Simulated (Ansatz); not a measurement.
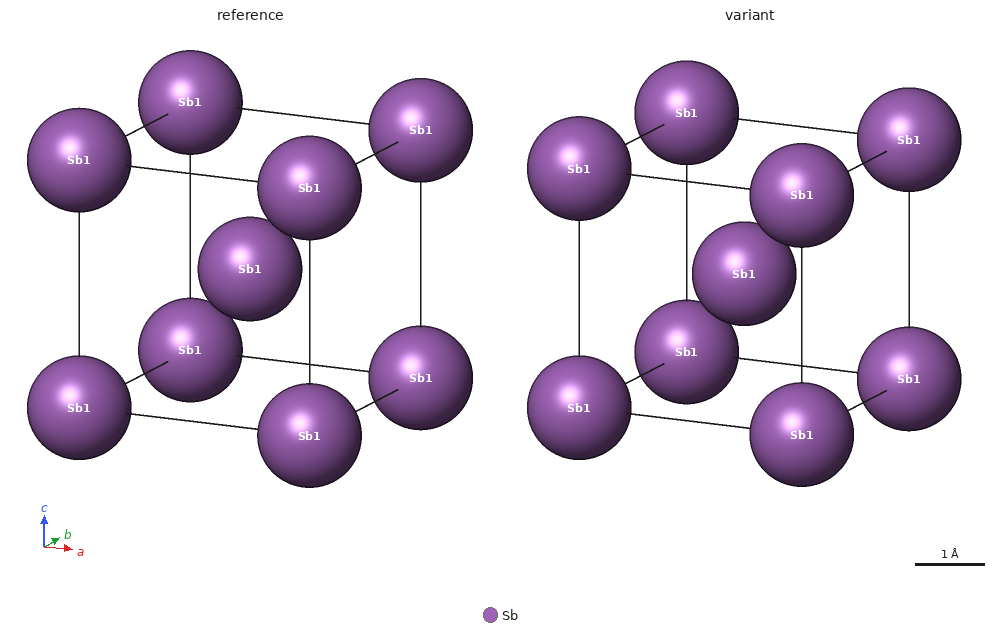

Left: a symmetric starting cell of Sb. Right: the same structure after one change, at the same scale. The picture is a spheres-only view of the conventional cell (2 times the calculation's cell), seen slightly off an axis. Lengths and directions refer to the drawn axes.

Theory: DFT LDA, scalar-relativistic, plane waves, PAW (Ansatz 0.2.0). Settings: plane-wave cutoff 420 eV; k-point mesh 16 × 16 × 16; occupations gaussian; smearing width 0.1 eV; no spin polarisation.

What distinguishes the right structure from the left one?

Answer. All lengths are scaled by −3.4 % (volume −9.8 %), the atoms keeping their fractional coordinates. No relaxation follows. The starting cell wasn't computed here and needn't be at equilibrium, so pressure and forces aren't due to the change alone.

How do the computed properties respond?

Answer. Near-neighbour distances before and after: Sb–Sb 3.241 → 3.132 Å. The space group stays Im-3m (No. 229). The pressure is 6.3 GPa (not all of it need come from the change, since the unchanged cell can be under pressure at this level too). All forces vanish by symmetry.
